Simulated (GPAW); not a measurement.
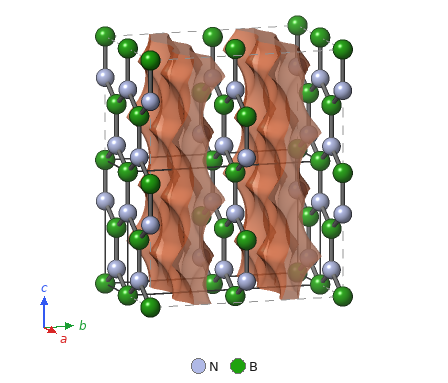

The orange surface encloses the points that the centre of a probe sphere of radius 0.75 Å can occupy in BN (Fmm2, No. 42), computed on a grid of about 0.10 Å (2×1×2 cells shown, view slightly off an axis; pale faces close the region where the box cuts it).

Atoms are hard spheres with covalent radii (Cordero): N 0.71 Å, B 0.84 Å.

The cell is taken from a cell listed in the Materials Project, as set up for an electronic-structure calculation.

```cif
data_structure
_symmetry_space_group_name_H-M 'Fmm2'
_symmetry_Int_Tables_number 42
_cell_length_a 2.5033
_cell_length_b 6.9906
_cell_length_c 4.3322
_cell_angle_alpha 90.000
_cell_angle_beta 90.000
_cell_angle_gamma 90.000
_cell_volume 75.81
loop_
_atom_site_label
_atom_site_type_symbol
_atom_site_symmetry_multiplicity
_atom_site_Wyckoff_symbol
_atom_site_fract_x
_atom_site_fract_y
_atom_site_fract_z
_atom_site_occupancy
N1 N 4 a 0.50000 0.00000 0.16665 1
B1 B 4 a 0.50000 0.00000 0.50005 1
```

### Do these regions connect?

Where they connect, they form a two-dimensional network in layers parallel to (010).

### What share of the cell can the probe's centre reach?

About 23 % of the volume (17 Å³ of 75.8 Å³).

### Give the largest included and the largest free sphere.

The largest sphere that fits anywhere has a diameter of 2.50 Å; the largest that can travel through the crystal, about 2.5 Å.

### How does the connectivity change as the probe shrinks?

Below a radius of about 1.25 Å the space forms one-dimensional channels along [100]. Below a radius of about 1.05 Å the space forms a two-dimensional network in layers parallel to (010). Below a radius of about 0.60 Å the space forms a three-dimensional network. These are grid estimates, good to about 0.05 Å.
